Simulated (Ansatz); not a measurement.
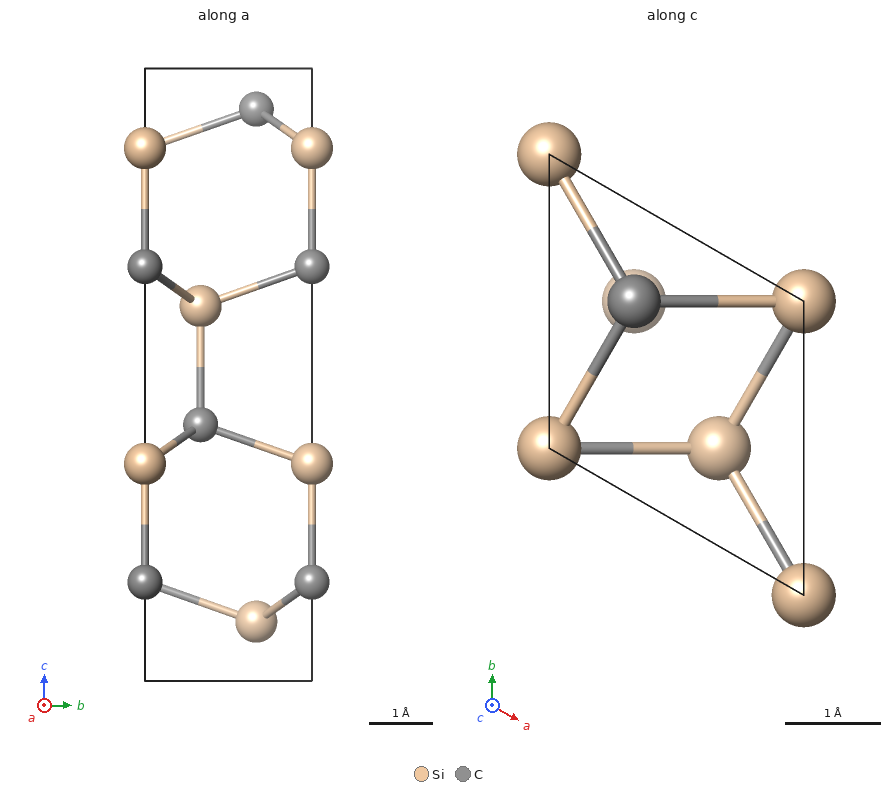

The structure above is drawn in ball-and-stick style and viewed along the a axis and along the c axis. The lines enclose the conventional unit cell; boundary atoms appear with their images.

SiC, space group P3m1 (No. 156), a = 3.09 Å, b = 3.09 Å, c = 9.83 Å, α = 90.00°, β = 90.00°, γ = 120.00°.

Computational set-up: DFT PBE, scalar-relativistic, plane waves, PAW (Ansatz), a plane-wave cutoff of 420 eV, k-points about 0.23 Å⁻¹ apart, Gaussian smearing of 0.05 eV, no spin polarisation.

Metal, semiconductor or insulator?

Answer. A semiconductor at this level, with a gap of 1.97 eV on the k-mesh (the true edges may lie between mesh points, so the gap can be somewhat smaller).

What is the pressure at this volume?

Answer. The computed pressure is 10.9 GPa (compressed: it would expand). The stress isn't hydrostatic: its largest component is 31.6 GPa.

The initial geometry was a structure listed in the Materials Project. The cell was then strained or its atoms displaced on purpose. It was the input of a calculation with Ansatz.

At this level of theory the run's own cell isn't at rest (compressed, at 11 GPa and forces up to 8.9 eV/Å), so its distances can differ from those at equilibrium, the more so the softer the solid.
